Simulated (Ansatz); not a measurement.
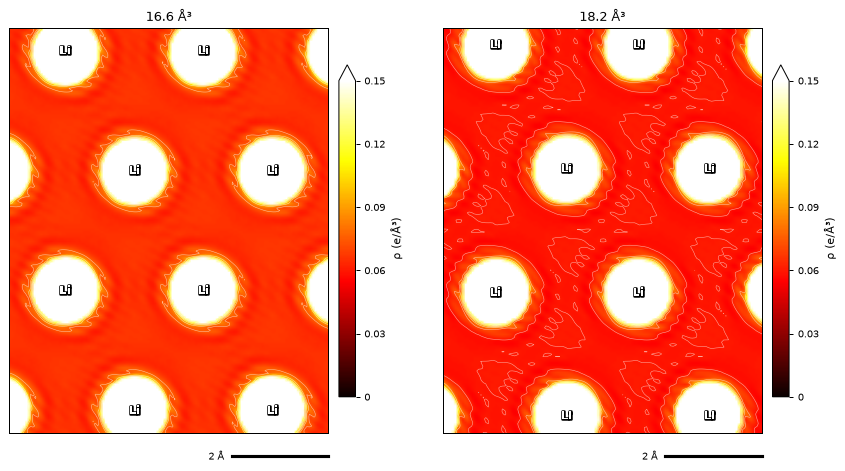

Li. The valence pseudo-density of cells scaled evenly to different volumes (given per atom above each panel), on the (001) plane of each (indices in the axes of the cell below), at one length scale and on one colour scale.

A structure from a database of computed crystals, not necessarily the ambient phase.

Computed with DFT PBE+D3(BJ), scalar-relativistic, plane waves, PAW (Ansatz 0.2.0).

In a PAW calculation such maps are meaningful between the atoms, not at the nuclei.

The largest cell:

```
Li
1.0
     2.95004    0.00000    0.00000
    -1.47502    2.55481    0.00000
     0.00000    0.00000    9.68781
Li
4
Cartesian
  0.0000 0.0000 0.0000
  0.0000 1.7032 2.4220
  0.0000 0.0000 4.8439
  1.4750 0.8516 7.2659
```

| volume (Å³/atom) | Li–Li contact in the plane (Å) | ρ at its midpoint (e/Å³) | pressure (GPa) | 
| --- | --- | --- | --- |
| 16.61 | 2.859 | 0.065 | 1.7 | 
| 17.71 | 2.920 | ? | ? | 
| 18.25 | 2.950 | 0.059 | 0.0 | 

### What values belong in the row with question marks?

Over the known rows ln ρ falls by 1.06 per Å of Li–Li distance (the line through the two), which gives 0.061 e/Å³ at 2.920 Å; the calculation gives 0.061 e/Å³. For the pressure, a straight line in volume between the neighbouring rows gives 0.6 GPa; the calculation gives 0.5.
